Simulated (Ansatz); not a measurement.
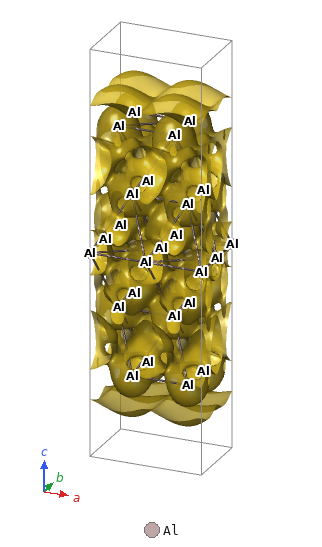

The picture shows: Al (slab). Isosurface of the electron localisation function at 0.55 (yellow), seen slightly off an axis. Only the valence region is drawn (cores and ρ < 0.01 e/Å³ removed). Sticks mark near contacts.

Computed without spin polarisation.

All numbers below come from Ansatz 0.2.0, DFT PBE, scalar-relativistic, plane waves, PAW.

In a PAW calculation such maps are meaningful between the atoms, not at the nuclei.

Where are the electrons localised?

Answer. The surface consists of sheets that run through the cell in two directions, counted in one cell of 5 atoms. Counts are for one cell; the picture repeats the cell along the surface. There are no localised bonds or lone pairs at this value.

Values along the shortest contacts:
Al–Al (2.86 Å): the ELF peaks at about 0.70 between the atoms.

Does the calculation give a band gap?

Answer. It is gapless in this calculation (a metal or semimetal).
